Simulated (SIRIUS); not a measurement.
# A series of single points on Pb

System: Pb (1 atom in the cell).
Method: Kohn-Sham DFT of a periodic cell, PBEsol, dojo-sr-pbesol-0.4.1-standard, no spin polarisation (SIRIUS 7.10.0).

The 7 runs differ only in the geometry, by an even scaling of the cell at fixed fractional positions. The structure derives from an entry of the Crystallography Open Database.

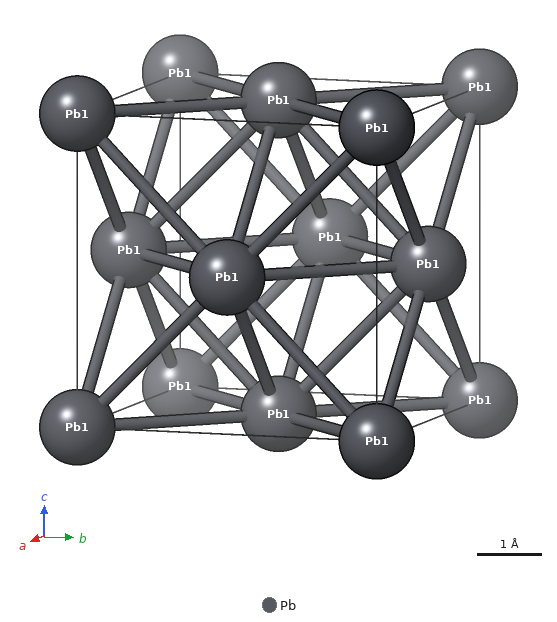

Figure 1. The structure of run 4 (ball-and-stick view of the cell 4 times as large as that of the calculation, set on its symmetry axes, seen slightly off an axis; atoms are numbered from 1 in the order of the input). An atom can appear more than once, as a periodic image.

## Input of run 4
```
{
  "control": {
    "processing_unit": "cpu",
    "verbosity": 2,
    "num_bands_to_print": 14,
    "print_forces": true,
    "print_stress": true
  },
  "parameters": {
    "electronic_structure_method": "pseudopotential",
    "xc_functionals": ["XC_GGA_X_PBE_SOL", "XC_GGA_C_PBE_SOL"],
    "gk_cutoff": 7.5,
    "pw_cutoff": 15.0,
    "ngridk": [9, 9, 9],
    "shiftk": [0, 0, 0],
    "smearing": "fermi_dirac",
    "smearing_width": 0.0018374661,
    "num_bands": 14,
    "num_mag_dims": 0,
    "num_dft_iter": 100,
    "energy_tol": 1e-08,
    "density_tol": 1e-06
  },
  "iterative_solver": {
    "type": "davidson",
    "min_tolerance": 1e-09,
    "tolerance_scale": [0.1, 0.25]
  },
  "mixer": {
    "type": "anderson",
    "beta": 0.7,
    "max_history": 8
  },
  "settings": {
    "tol_ne": 1e-10,
    "pseudo_grid_cutoff": 6.5
  },
  "unit_cell": {
    "lattice_vectors": [
      [0.0, 4.677109952971, 4.677109952971],
      [4.677109952971, 0.0, 4.677109952971],
      [4.677109952971, 4.677109952971, 0.0]
    ],
    "atom_coordinate_units": "lattice",
    "atom_types": ["Pb"],
    "atom_files": {
      "Pb": "Pb.json"
    },
    "atoms": {
      "Pb": [
        [0.0, 0.0, 0.0]
      ]
    }
  }
}
```

Command:
```bash
upf_to_json Pb.upf
OMP_NUM_THREADS=1 sirius.scf --input=sirius.json --output=out.json --task=0
```

Run 5 differs from it as follows:
```diff
-      [0.0, 4.677109952971, 4.677109952971],
-      [4.677109952971, 0.0, 4.677109952971],
-      [4.677109952971, 4.677109952971, 0.0]
+      [0.0, 4.708085093741, 4.708085093741],
+      [4.708085093741, 0.0, 4.708085093741],
+      [4.708085093741, 4.708085093741, 0.0]
```

## Results, with one run withheld

| run | volume per atom (Å³) | free energy per atom, from the lowest run given (meV) | pressure (GPa) |
| --- | --- | --- | --- |
| 1 | 28.503 | 11.69 | 2.78 |
| 2 | 29.110 | 3.59 | 1.52 |
| 3 | 29.716 | 0.00 | 0.40 |
| 4 | 30.323 | 0.40 | −0.59 |
| 5 | 30.929 | ? | ? |
| 6 | 31.535 | 11.25 | −2.21 |
| 7 | 32.142 | 20.90 | −2.88 |

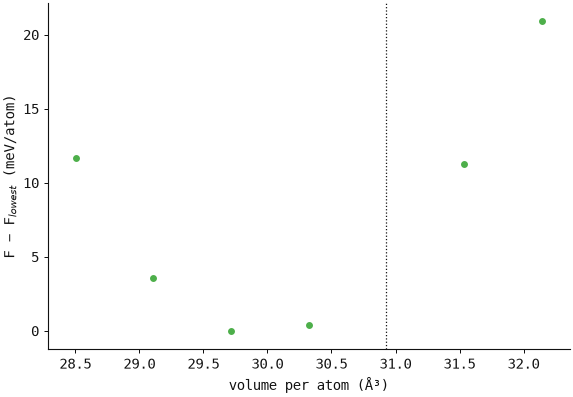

Figure 2. Free energy per atom of the runs given; the dotted line marks run 5.

Fit the runs given and predict run 5.

A cubic polynomial in V^(−2/3) (the Birch–Murnaghan form), fitted to the 6 runs given, misses them by at most 0.01 meV per atom. With x = V^(−2/3) − 0.10317 Å⁻², it reads F = −0.030345 − 988.21 x + 9.5394e+05 x² + 6.4623e+06 x³ (meV per atom). At run 5 it gives 4.29 meV per atom, and the run itself gives 4.30. The slope of the fit gives a pressure −dF/dV of −1.45 GPa there, and the run prints −1.46 GPa. The fit has its minimum at 29.952 Å³ per atom, where V d²F/dV² gives 49.3 GPa: the bulk modulus at this level, since symmetry fixes the shape and the positions.

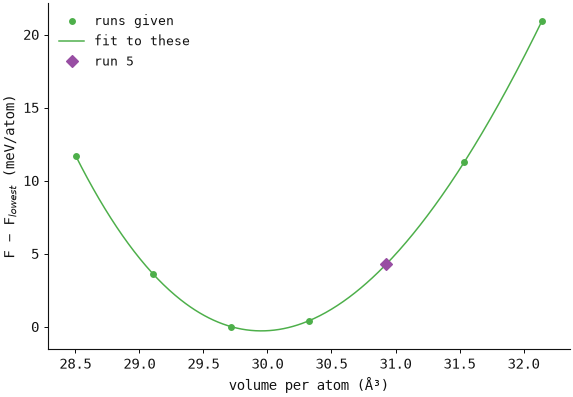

Figure 3. The fit and the withheld run.

## Some lines of the output (run 5)
```
[...]
[find] Total energy                   :     -70.26989000 (Ha),    -140.53978001 (Ry)
[find] Free energy (E-TS)             :     -70.27000951 (Ha),    -140.54001903 (Ry)
[find] Efermi                         :       0.39660629
[find] Total energy                   :     -70.26989004 (Ha),    -140.53978008 (Ry)
[find] Free energy (E-TS)             :     -70.27000955 (Ha),    -140.54001911 (Ry)
[find] Efermi                         :       0.39660575
[find] Total energy                   :     -70.26989005 (Ha),    -140.53978011 (Ry)
[find] Free energy (E-TS)             :     -70.27000956 (Ha),    -140.54001913 (Ry)
[find] Efermi                         :       0.39660675
[find] Free energy (E-TS)             :     -70.27000957 (Ha),    -140.54001913 (Ry)
[find] Efermi                         :       0.39660679
[find] Total energy                   :     -70.26989006 (Ha),    -140.53978011 (Ry)
[find] Efermi                         :       0.39660695
[find] Efermi                         :       0.39660688
```

Notes: Spin–orbit coupling is left out, which matters for Pb.
